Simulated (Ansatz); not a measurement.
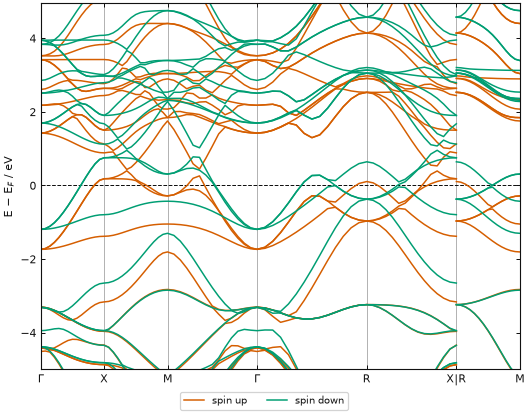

Band structure. Energies are counted from the Fermi level.

Which Bravais lattice do the labels of the path belong to?

A simple cubic lattice: the path Γ–X–M–Γ–R–X|R–M runs through the special points of its Brillouin zone.

The Ansatz input:

```
crystal:
  lattice:
    - [4.0585540312, 0.0, 0.0]
    - [0.0, 4.0585540312, 0.0]
    - [0.0, 0.0, 4.0585540312]
  atoms:
    - { symbol: Ti, position: [0.5, 0.5, 0.0], spin: 0.26 }
    - { symbol: Ti, position: [0.0, 0.5, 0.5], spin: 0.26 }
    - { symbol: Ti, position: [0.5, 0.0, 0.5], spin: 0.26 }
    - { symbol: O, position: [0.0, 0.5, 0.0] }
    - { symbol: O, position: [0.5, 0.0, 0.0] }
    - { symbol: O, position: [0.0, 0.0, 0.5] }
basis:
  ecutwfc: 500
kpoints:
  mp_grid: { grid: [10, 10, 10] }
  band_path:
    path:
      - [[0.0, 0.0, 0.0], [0.0, 0.5, 0.0], [0.5, 0.5, 0.0], [0.0, 0.0, 0.0], [0.5, 0.5, 0.5], [0.0, 0.5, 0.0]]
      - [[0.5, 0.5, 0.5], [0.5, 0.5, 0.0]]
    npoints: 14
hamiltonian:
  xc: r2scan
scf:
  occupations: { method: gaussian, width: 0.1 }
  n_extra_bands: 15
output:
  forces: true
  stress: true
  eigenvalues: true
  populations: true
  dos: { projected: true, de: 0.02, nscf_kmesh: { grid: [15, 15, 15] } }
  bader: true
  write_density: true
  write_potential: true
  elf: true
  volumetric_format: npy
magnetization:
  spin_polarized: true
checkpoint:
  read: start.run
  write: ck
  compress: false
  write_wavefunctions: false
  write_every: 100000
```

Launched with:
```bash
ansatz run input.yaml --threads 1 --pin off --max-ram 2560MiB --backend cpu --events-out ev --progress --plain --runs-dir out
```

Does this material conduct, going by its bands?

A metal: bands cross the Fermi level along this path.

Which levels at Γ lie nearest to the Fermi level?

At Γ the nearest levels lie 1.19 eV below and 1.42 eV above the Fermi level.

The run may have settled in a state above the lowest, so this need not be the ground state.
